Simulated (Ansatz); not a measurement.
# ZnS: what the fields show

Input file:

```
crystal:
  lattice:
    - [3.9610863918, 0.0, 0.0]
    - [-1.9805431959, 3.2984629249, 0.0]
    - [0.0, 0.0, 12.4664651431]
  atoms:
    - { symbol: Zn, position: [0.0, 0.0, 0.0001143924] }
    - { symbol: Zn, position: [0.0, 0.0, 0.5001143924] }
    - { symbol: Zn, position: [0.3333333333, 0.6666666667, 0.2500706174] }
    - { symbol: Zn, position: [0.6666666667, 0.3333333333, 0.7500706174] }
    - { symbol: S, position: [0.0, 0.0, 0.1872361436] }
    - { symbol: S, position: [0.0, 0.0, 0.6872361436] }
    - { symbol: S, position: [0.3333333333, 0.6666666667, 0.4375788466] }
    - { symbol: S, position: [0.6666666667, 0.3333333333, 0.9375788466] }
basis:
  ecutwfc: 500
kpoints:
  mp_grid: { grid: [6, 6, 2] }
hamiltonian:
  xc: r2scan
scf:
  occupations: { method: gaussian, width: 0.05 }
output:
  forces: true
  stress: true
  eigenvalues: true
  write_density: true
  write_potential: true
  elf: true
  volumetric_format: npy
```

Launched as:

```sh
ansatz run input.yaml --threads 2 --pin off --max-ram 5120MiB --backend cpu --events-out ev --progress --plain --runs-dir out
```

Below, planes, directions and counts refer to the conventional cell (a = 3.96 Å, b = 6.60 Å, c = 12.47 Å, α = 90.00°, β = 90.00°, γ = 90.00°).

Space group Cmc2₁; changed on purpose from its base cell (strain +0.0400 x Voigt [1, 0, 0, 0, 0, 0], atoms carried along); computed pressure about −3 GPa in this cell.

All numbers below come from Ansatz, DFT r2SCAN, scalar-relativistic, plane waves, PAW.

The density is the valence pseudo-density of a PAW calculation; it isn't the true density close to the nuclei.

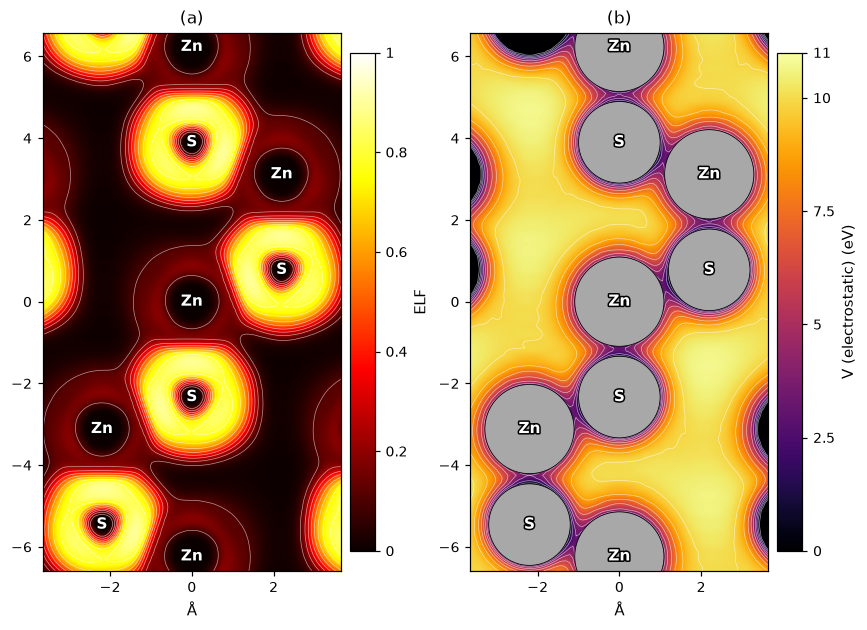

Figure 1. (a) electron localisation function; (b) electrostatic potential energy of an electron on the (100) plane of the conventional cell. Grey discs cover the atomic cores in the potential map.

### What do the fields say about this system?

Atoms in the plane: Zn and S. Zn–S (2.33 Å): the ELF peaks at about 0.90 in the valence shell of S, 0.9 Å from its nucleus, and is about 0.60 at the midpoint. Outside the cores the potential energy rises away from the atoms and is highest about 2.3 Å from the nearest atoms; its zero is arbitrary.

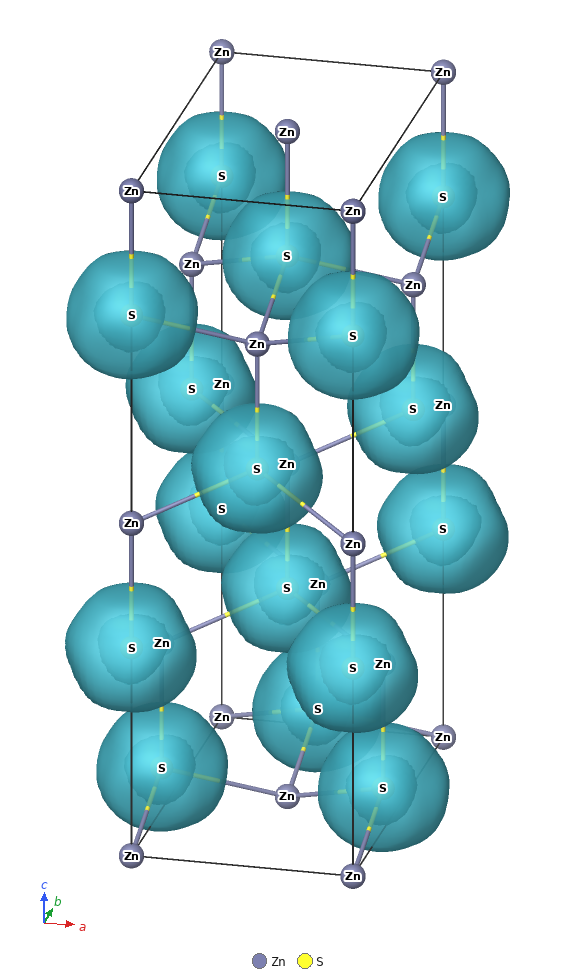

Figure 2. Isosurface of the ELF at 0.75 (cyan), seen at an oblique angle. Only the valence region is drawn (cores and ρ < 0.01 e/Å³ removed). Sticks mark near contacts.

### Describe the localisation domains.

The surface consists of eight regions wrapped around S (the valence shell of each), counted in one cell of 16 atoms. Regions shared between cells count once.


 Zn–S (2.40 Å): the ELF peaks at about 0.90 in the valence shell of S, 0.8 Å from its nucleus, and is about 0.60 at the midpoint.

### Does the calculation give a band gap?

It is gapped, with a Kohn–Sham gap of 2.5 eV on the k-point mesh (the band edges may lie off the mesh, which would make the gap smaller).
